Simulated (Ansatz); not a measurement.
Structure of TiB:

```
Ti B
1.0
     3.82963    0.00000    0.00000
    -1.91481    3.31655    0.00000
     0.00000    0.00000    4.41304
Ti B
2 2
Direct
  0.33333 0.66667 0.75000
  0.66667 0.33333 0.25000
  0.33333 0.66667 0.25000
  0.66667 0.33333 0.75000
```

Structure used: the end point of a relaxation with DFT PBEsol, scalar-relativistic, plane waves, PAW (Ansatz); the starting structure was generated, so it need not be a known form of this composition.

Predict radii and indices of the first 4 visible rings (3 % of the strongest or more) for λ = 0.4133 Å and a flat detector at 470 mm.

```tsv
ring	radius	2θ (°)	d (Å)	hkl
1	58.9 mm	7.14	3.32	100
2	73.9 mm	8.94	2.65	101
3	89.2 mm	10.75	2.21	002
4	103.3 mm	12.39	1.915	110
```

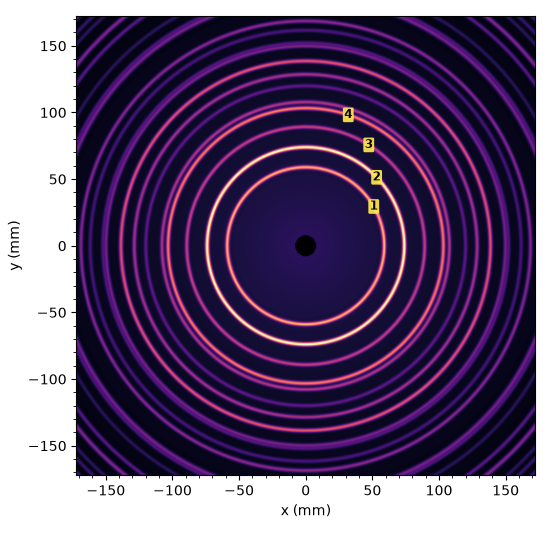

Simulated X-ray powder rings on a flat area detector normal to the beam: λ = 0.4133 Å, sample-to-detector distance 470 mm, axes in mm from the beam centre, beam polarised horizontally, for a fine-grained powder without texture. Kinematic intensities with B = 0.8 Å² for all atoms, without absorption; brightness goes as intensity to the power 0.5, clipped at the top. Reflections closer than the ring width show as one ring. The numbers mark the rings of the table.
